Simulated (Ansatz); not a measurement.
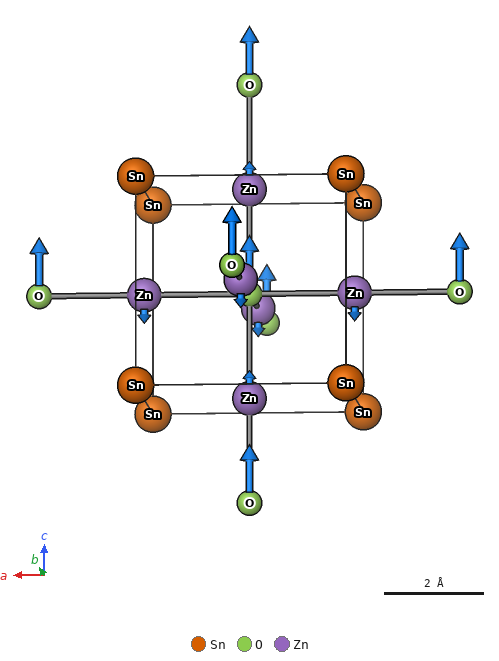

Phonons of a crystal of Zn$_{3}$SnO (a generated structure) at a fixed volume, space group Pm-3m (No. 221), at the zone centre. The optical levels lie at 131i (×3), 58i (×3), 97 (×3), 247 (×3) cm⁻¹. One mode is drawn. Displacements are drawn as blue arrows; their common scale and sign are arbitrary. Style: ball-and-stick. Shown: the cell of the calculation, from a free direction.

Theory: DFT PBE+D3(BJ), scalar-relativistic, plane waves, PAW in Ansatz 0.2.0. Set-up: plane-wave cutoff 420 eV; k-point mesh 8 × 8 × 8; occupations fermi dirac; smearing width 0.15 eV; no spin polarisation.

The frequencies depend somewhat on the k-mesh and the smearing.

### To which level does it belong?

The level at 131i cm⁻¹. This is the T₁u mode (triply degenerate; one member of the set is drawn), the lowest optical level, infrared-active by symmetry. The Sn atoms hardly move; all motion is along c; the kinetic energy is shared as Zn 54 %, O 46 %. The crystal is a metal, so free carriers screen the infrared response. The frequency is imaginary, so the structure is unstable against this distortion. Freezing in the drawn pattern lowers the space group from Pm-3m to P4mm (No. 99).
